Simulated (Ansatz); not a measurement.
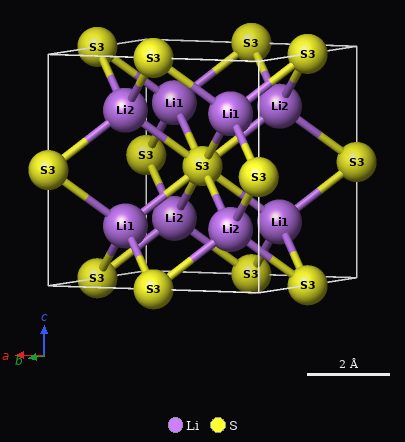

*The starting structure (ball-and-stick view of the cell 4 times as large as that of the calculation, set on its symmetry axes, seen at an oblique angle; atoms are numbered from 1 in the order of the input).*

Near neighbours in the crystal (not all of them lie inside the picture): Li has 4 S at 2.47 Å; S has 8 Li at 2.47 Å.

# Run report: Li2S, geometry relaxation

System: Li2S (3 atoms in the cell).
Method: DFT PBE, scalar-relativistic, plane waves, PAW, no spin polarisation (Ansatz 0.2.0).

The structure was built on a prototype by a generator; it need not be a known phase. It belongs to a series of runs on one base structure; here: random cell without symmetry. Figures and captions count atoms from 1; the log counts them from 0 in places.

## Output
```
Engine: ansatz 0.2.0, x86_64-unknown-linux-gnu
Pseudopotentials: kind: paw
Pseudopotential: Li, paw, valence charge 3, recommended cutoff 420 eV (normal), Li.paw.azcp
Pseudopotential: S, paw, valence charge 6, recommended cutoff 420 eV (normal), S.paw.azcp
Functional definition: PBE
  parameter kappa = 0.804
  parameter beta = 0.06672455060314922
  exchange = pbe_x(kappa = kappa, mu = beta*pi^2/3)
  correlation = pbe_c(beta = beta)
Crystal: 3 atoms, lattice volume = 46.470 Å³
Basis set: ecut = 420 eV, 893 PW (Γ), exchange–correlation on 54×54×54 points (8 copies of the dense FFT grid, shifted against one another)
Bands: 10, of which v1, the nominal top of the filled ones, is band 6 counted from 1 (5 counted from 0)
Symmetry: 48 space group operations
Space group: Fm-3m (ITA 225), of the structure as read, at distance tolerance 3.6e-5 Å
k-points: 29 of 512
Non-local potential: Li, projectors of the file, l = 0: 3, l = 1: 2, l = 2: 1
Non-local potential: S, projectors of the file, l = 0: 2, l = 1: 2, l = 2: 2
PAW form: soft (Blöchl's): semilocal exchange-correlation on the pseudo side does not see the compensation charge
PAW one-centre angular grid: Li, 110 points (default); XC on 64 Gauss nodes
PAW one-centre angular grid: S, 110 points (default); XC on 64 Gauss nodes
Initial density: superposition of atomic densities (neutral atoms: chi_scale 0, normalization atom), corrected by the library's trained network
Initial wavefunctions: pseudopotential atomic-orbital guess
Functional: x = pbe(κ = 0.804, μ = 0.2195149727645171), c = pbe(β = 0.06672455060314922)
SCF iter   1: F=—  HF=-1315.506380 eV  |F-HF|=—  |Δ(HF+E_count)|=         —  Δρ=3.53e-4  dr2=6.40e-5  ethr=1.77e-3  ⟨swp⟩=5.1  Hψ=1811  notcnv=0
preconditioner: auto → none  [insulator: Δε(μ)=3.396 eV  Ē_g=10.895 eV  σ=0.020 eV  W_gap=1.00  n_scr=8 (ndim 8)  ℏωp=15.4 eV  f_vac=0.002  D(μ)=0.00/eV (n_scr^D=0)  ε∞_Penn≈3.0]
SCF iter   2: F=—  HF=-1315.506275 eV  |F-HF|=—  |Δ(HF+E_count)|=   1.05e-4  Δρ=3.50e-4  dr2=9.27e-5  ethr=5.33e-7  ⟨swp⟩=2.4  Hψ=768  notcnv=0
SCF iter   3: F=—  HF=-1315.506263 eV  |F-HF|=—  |Δ(HF+E_count)|=   1.24e-5  Δρ=1.64e-4  dr2=1.80e-5  ethr=5.33e-7  ⟨swp⟩=2.2  Hψ=377  notcnv=0
SCF iter   4: F=—  HF=-1315.506278 eV  |F-HF|=—  |Δ(HF+E_count)|=   1.55e-5  Δρ=6.89e-5  dr2=3.61e-6  ethr=1.50e-7  ⟨swp⟩=2.0  Hψ=406  notcnv=0
SCF iter   5: F=—  HF=-1315.506277 eV  |F-HF|=—  |Δ(HF+E_count)|=   9.28e-7  Δρ=3.04e-5  dr2=7.04e-7  ethr=3.01e-8  ⟨swp⟩=2.0  Hψ=382  notcnv=0
SCF iter   6: F=-1315.506277 eV  HF=-1315.506277 eV  |F-HF|=6.28e-8  |Δ(HF+E_count)|=   2.03e-7  Δρ=1.05e-5  dr2=8.32e-8  ethr=8.33e-10  ⟨swp⟩=2.2  Hψ=1000  notcnv=0
SCF 1 converged in 6 iterations: F = -1315.506277 eV  dr2 = 8.32e-8
  greatest PAW one-centre occupation: 1.000 electrons in one spin orbital (limit 2), on the Li atom at site 1 (counted from 0), in its partial waves of l = 0
relax step   1: F+E_penalty+E_count = -1315.50627683 eV  Δ(F+E_penalty+E_count) = +0.000e0 eV  max|allowed force component| = 1.503e-17 eV/Å  Δτ_max = 0.0000 Å  P = -0.029 GPa  Ω = 46.470 Å³  (6 SCF iters, dr2 threshold 1.00e-7 eV, accepted)
Initial density: handed on by an earlier stage of this run
Initial wavefunctions: pseudopotential atomic-orbital guess (no wavefunctions were taken with the density)
iter 1 solved again at ethr=6.29e-7 eV; its pass at ethr=3.10e-3 eV (dr2=7.55e-5 eV) is discarded
SCF iter   1: F=—  HF=-1315.506123 eV  |F-HF|=—  |Δ(HF+E_count)|=         —  Δρ=8.71e-6  dr2=4.87e-8  ethr=6.29e-7  ⟨swp⟩=2.1  Hψ=2546  notcnv=0
eigensolver tolerance schedule: the retry pair's looser diagonalisation over-reported the residual by 1549.15 of it (diagonalisation noise at 0.46 of the residual, at the tolerance the schedule requests for it); recorded, not acted on — ethr = c·dr2/N_el stays at c = 1.0e-1
preconditioner: auto → none  [insulator: Δε(μ)=3.394 eV  Ē_g=10.894 eV  σ=0.020 eV  W_gap=1.00  n_scr=8 (ndim 8)  ℏωp=15.4 eV  f_vac=0.002  D(μ)=0.00/eV (n_scr^D=0)  ε∞_Penn≈3.0]
SCF iter   2: F=—  HF=-1315.506277 eV  |F-HF|=—  |Δ(HF+E_count)|=   1.54e-4  Δρ=2.59e-6  dr2=2.68e-9  ethr=4.06e-10  ⟨swp⟩=2.3  Hψ=490  notcnv=0
SCF iter   3: F=—  HF=-1315.506277 eV  |F-HF|=—  |Δ(HF+E_count)|=  8.41e-10  Δρ=9.01e-7  dr2=3.59e-10  ethr=2.23e-11  ⟨swp⟩=2.0  Hψ=401  notcnv=0
SCF iter   4: F=—  HF=-1315.506277 eV  |F-HF|=—  |Δ(HF+E_count)|=  1.91e-11  Δρ=4.49e-7  dr2=5.18e-11  ethr=2.99e-12  ⟨swp⟩=2.0  Hψ=403  notcnv=0
SCF iter   5: F=-1315.506277 eV  HF=-1315.506277 eV  |F-HF|=1.16e-11  |Δ(HF+E_count)|=  7.50e-11  Δρ=1.82e-7  dr2=9.07e-12  ethr=1.00e-12  ⟨swp⟩=5.0  Hψ=1012  notcnv=0
SCF 2 converged in 5 iterations: F = -1315.506277 eV  dr2 = 9.07e-12
relax step   2: F+E_penalty+E_count = -1315.50627686 eV  Δ(F+E_penalty+E_count) = -3.504e-8 eV  max|allowed force component| = 1.542e-17 eV/Å  Δτ_max = 0.0000 Å  P = -0.029 GPa  Ω = 46.470 Å³  stress off target by 2.87e-2 GPa  SCF on the basis re-selected at this cell (its energy is not comparable with the rows above)  (5 SCF iters)
```

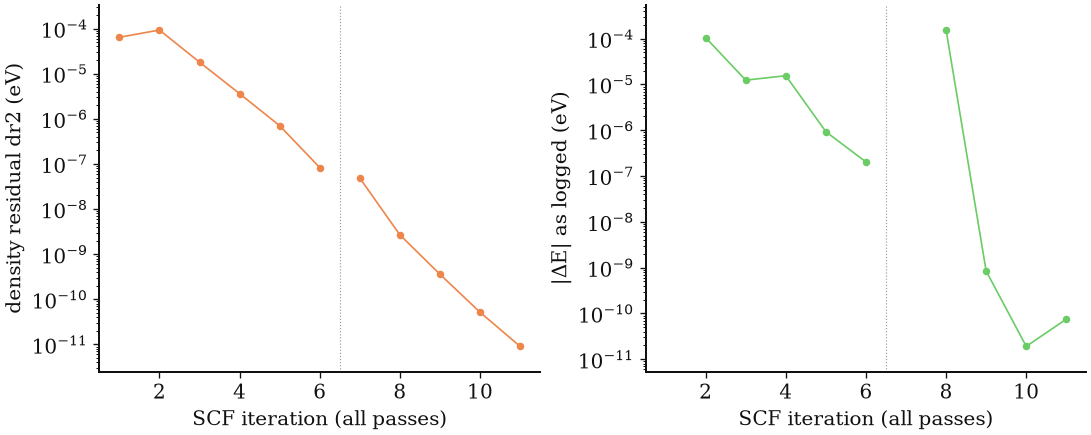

*Convergence of the self-consistent field: density residual dr2 and size of the energy change against the SCF iteration. The dotted lines part the SCF passes of the relaxation: geometry steps, rejected trials and re-solves on a re-selected basis.*

The passes take 6 and 5 iterations.

```
basis re-selected at this cell: Δ(F+E_penalty+E_count) = -3.504e-8 eV, ΔP = +0.000 GPa vs the last step (what re-selecting the basis moved, of the pressure what is left beyond the Pulay correction that the steps carried, after the strain that the cell walked since its last selection, with what the two solves' SCF thresholds leave and, on support functions, any second-order correction that the steps lacked; it is no measure of the basis error at this ecutwfc). This SCF's stress stands 2.87e-2 GPa from its target on what of the cell is left free (relax.cell.stress_tol is 5.00e-2 GPa) and its largest allowed force component is 1.54e-17 eV/Å (relax.f_tol is 1.00e-2 eV/Å): within both
SCF converged after 5 iterations
Free energy (F): -1315.506277 eV
Harris-Foulkes:  -1315.506277 eV  (|F-HF|=1.16e-11)
Internal energy: -1315.506277 eV  (E = F + TS)
E sigma→0 (E₀):  -1315.506277 eV
Fermi energy:    4.003350 eV
--- Per-component energies (eV) ---
  E_band       = -178.229786
  E_kinetic    = 152.593276
  E_local      = -369.787234  (includes V_loc(G=0)·N_el)
  E_nonlocal   = -38.087943
  E_hartree    = 112.369527
  E_xc         = -120.172046
  E_vxc        = -117.187127  (∫ρ·V_xc dr)
  E_paw        = -642.492407  (= ΣΔE_a)
  E_vpaw       = -30.499836  (= ΣTr[D̂ρ^β])
  E_aug_tail   = 0.000049  (compensation charges beyond the density's cutoff)
  E_ewald      = -409.929498
  E_smearing   = -0.000000  (= −TS)
  E_closure    = 0.000000  (closes the sum)
  Σ components = -1315.506277   (vs F -1315.506277, Δ=0.00e0)
--- Forces (eV/Å), atoms counted from 1 ---
  atom   1  Li     0.00000000    -0.00000000     0.00000000
  atom   2  Li     0.00000000     0.00000000    -0.00000000
  atom   3  S      0.00000000    -0.00000000     0.00000000
  max |Σ_I F_I| component: 3.24e-17 eV/Å
--- Stress (GPa, compression-positive) ---
       -0.028723       0.000000       0.000000
        0.000000      -0.028723       0.000000
        0.000000       0.000000      -0.028723
  P = ⅓ Tr σ = -0.0287 GPa (-0.287 kbar)
--- Band table (eV; the first three rows and the last of 29) ---
  k-point 0: bands = ["-41.8614", "-41.8195", "-8.7053", "2.3063", "2.3063", "2.3063", "6.5480", "8.5231", "8.5231", "8.5231"]
  k-point 1: bands = ["-41.8597", "-41.8210", "-8.6491", "1.7135", "2.2193", "2.2193", "6.9804", "8.7565", "8.7565", "8.8668"]
  k-point 2: bands = ["-41.8549", "-41.8253", "-8.5051", "0.6292", "2.0307", "2.0307", "7.6510", "9.0797", "9.0797", "9.6976"]
  k-point 28: bands = ["-41.8394", "-41.8394", "-8.1404", "0.4906", "0.4906", "0.5640", "7.7744", "9.5774", "11.1443", "11.1443"]
--- Relaxed structure (1 steps of the walk, 1 accepted, 1 SCFs on fresh bases) ---
  F+E_penalty+E_count = -1315.50627686 eV   max|allowed force component| = 1.542e-17 eV/Å   (the final SCF, on the basis selected at the relaxed cell)
  cell:  # Å, volume = 46.4704 Å³
    - [0.0, 2.8535269826, 2.8535269826]
    - [2.8535269826, 0.0, 2.8535269826]
    - [2.8535269826, 2.8535269826, 0.0]
  atoms:
    - { symbol: Li, position: [0.24999999999999997, 0.24999999999999997, 0.24999999999999997] }
    - { symbol: Li, position: [0.7499999999999999, 0.7499999999999999, 0.7499999999999999] }
    - { symbol: S, position: [0.49999999999999994, 0.49999999999999994, 0.49999999999999994] }
```

## Trajectory as extended XYZ (Å, eV, eV/Å), 2 frames, from step=1 to step=2
```
3
Lattice="0.0000 2.8535 2.8535 2.8535 0.0000 2.8535 2.8535 2.8535 0.0000" Properties=species:S:1:pos:R:3:forces:R:3 step=1 energy=-1315.50628 pressure_GPa=-0.03
Li    1.4268    1.4268    1.4268    0.0000   0.0000   0.0000
Li    4.2803    4.2803    4.2803    0.0000   0.0000   0.0000
S     2.8535    2.8535    2.8535    0.0000   0.0000   0.0000
3
Lattice="0.0000 2.8535 2.8535 2.8535 0.0000 2.8535 2.8535 2.8535 0.0000" Properties=species:S:1:pos:R:3:forces:R:3 step=2 energy=-1315.50628 pressure_GPa=-0.03
Li    1.4268    1.4268    1.4268    0.0000   0.0000   0.0000
Li    4.2803    4.2803    4.2803    0.0000   0.0000   0.0000
S     2.8535    2.8535    2.8535    0.0000   0.0000   0.0000
```

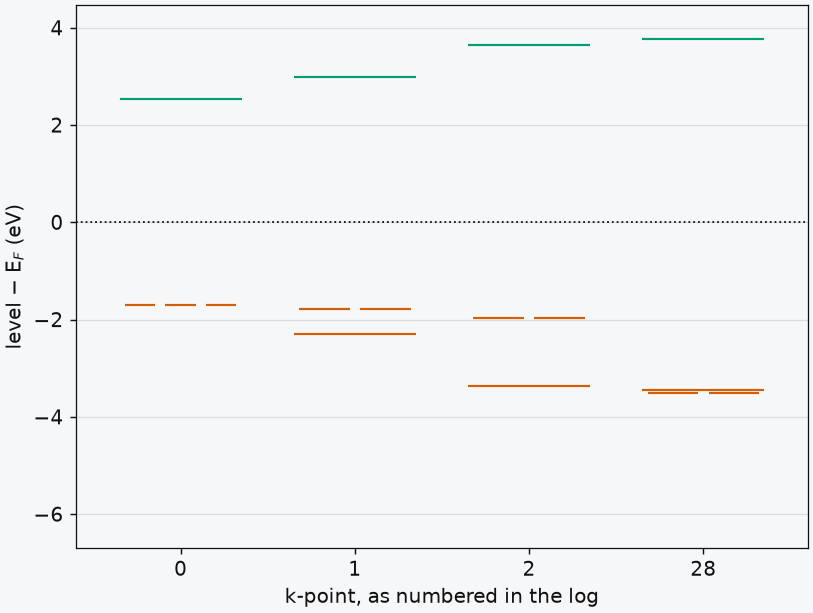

*Kohn–Sham levels near the Fermi level (dotted) at the few k-points that the log prints; levels within 0.02 eV of each other stand side by side.*

Among these points the highest filled and lowest empty levels are 4.24 eV apart; the gap on the full mesh, 3.39 eV, has an edge at a point that isn't printed.

The run was set up as follows.

## The input
```yaml
crystal:
  lattice:
    - [0.0, 2.8535269826, 2.8535269826]
    - [2.8535269826, 0.0, 2.8535269826]
    - [2.8535269826, 2.8535269826, 0.0]
  atoms:
    - { symbol: Li, position: [0.25, 0.25, 0.25] }
    - { symbol: Li, position: [0.75, 0.75, 0.75] }
    - { symbol: S, position: [0.5, 0.5, 0.5] }
basis:
  ecutwfc: 420
kpoints:
  mp_grid: { grid: [8, 8, 8] }
hamiltonian:
  xc: pbe
scf:
  occupations: { method: gaussian, width: 0.02 }
output:
  forces: true
  stress: true
  eigenvalues: true
relax:
  adjacent_minimum: "off"
  f_tol: 0.01
  max_steps: 80
  cell: { stress_tol: 0.05 }
```

Launched with:
```bash
ansatz run input.yaml --threads 1 --pin off --max-ram 2560MiB --backend cpu --events-out ev --progress --plain --runs-dir out
```

## Summary

```json
{"quantity": "outcome", "value": "converged"}
{"quantity": "space group (tolerance 0.01 Å)", "value": "Fm-3m (225)"}
{"quantity": "electrons treated", "value": "12"}
{"quantity": "free energy", "value": "−1315.5063 eV"}
{"quantity": "Fermi energy", "value": "4.003 eV"}
{"quantity": "gap on the k-point mesh", "value": "3.39 eV"}
{"quantity": "pressure", "value": "−0.03 GPa"}
{"quantity": "final volume", "value": "46.47 Å³"}
{"quantity": "largest force (length of the vector) at the end", "value": "under 0.001 eV/Å"}
{"quantity": "final cell", "value": "a = 4.035 Å, b = 4.035 Å, c = 4.035 Å, α = 60.00°, β = 60.00°, γ = 60.00°"}
{"quantity": "hardware", "value": "1 thread of Intel Xeon @ 2.70GHz, 189 GiB of memory available, shared host"}
{"quantity": "wall time", "value": "2 s"}
{"quantity": "peak memory", "value": "0.33 GiB"}
```
